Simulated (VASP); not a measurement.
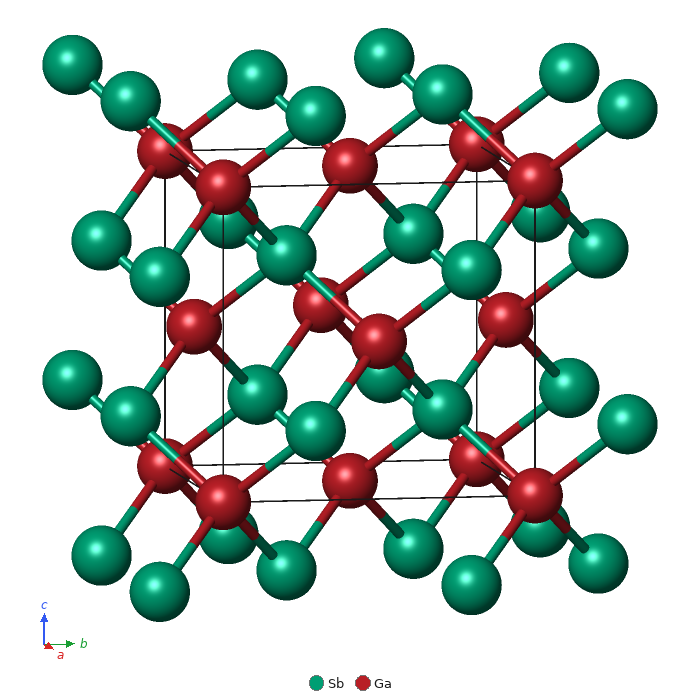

GaSb (space group F-43m, No. 216): an entry of the Crystallography Open Database, as set up for an electronic-structure calculation.

Bonds are taken as Ga–Sb below 3 Å; no other contact counts. The graph is simplified in the usual way: terminal and isolated atoms are pruned, two-connected atoms become edges.

**What kind of net remains, and which atoms are its nodes?**

A uninodal 4-connected, three-periodic net: Sb and Ga are 4-connected nodes.

**Which named net is it?**

It is the dia net, known from diamond, zinc blende and cristobalite.

**Is the net interpenetrated?**

It is a single net, without interpenetration.

**Give the point symbol of each node (shortest cycle at each angle).**

Sb and Ga: 6⁶.

**Give the first six terms of the coordination sequence (nodes one, two, three … edges away).**

Sb and Ga: 4, 12, 24, 42, 64, 92.

The simplified net, drawn on the atoms' positions. Nodes are coloured by element. Edges to nodes outside the piece are drawn as stubs.

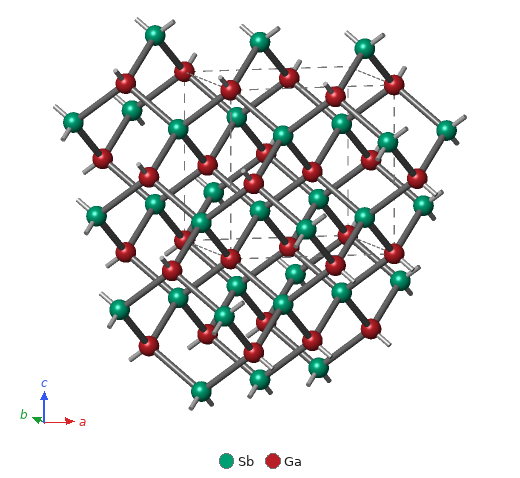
